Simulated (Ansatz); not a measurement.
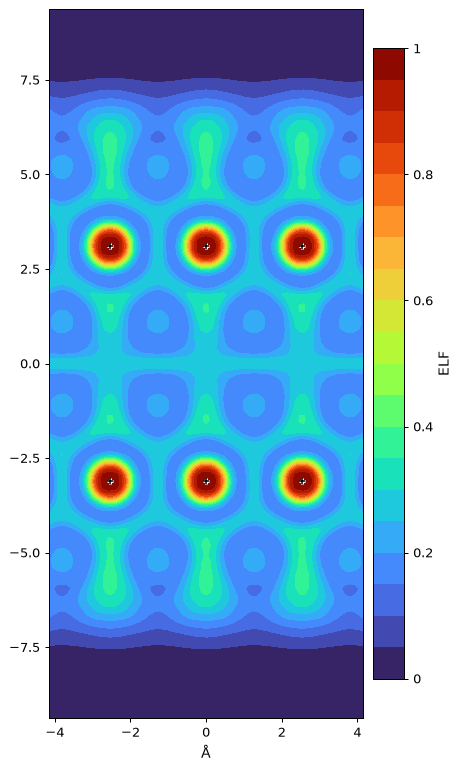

The electron localisation function on a plane through atoms (crosses mark nuclei in the plane).

Method: Ansatz 0.2.0, Kohn-Sham DFT of a periodic cell, PBE, Ansatz PAW.

Candidates:
A. Co (slab), a = 2.54 Å, b = 2.54 Å, c = 25.37 Å, α = 90.00°, β = 90.00°, γ = 120.00°. Not relaxed (largest force 1.0 eV/Å).
B. Ni, a = 2.77 Å, b = 2.77 Å, c = 2.77 Å, α = 90.00°, β = 90.00°, γ = 90.00°. Space group Im-3m; a structure from a database of computed crystals, not necessarily the ambient phase; computed pressure about 7 GPa in this cell; spin-polarised.

Which candidate gave the map?

Answer. Candidate A: Co on the (100) plane of the calculation cell, a cut from vacuum to vacuum, which holds Co. Co–Co (2.54 Å): the ELF is about 0.30 at the midpoint (no localised pair shows between them).
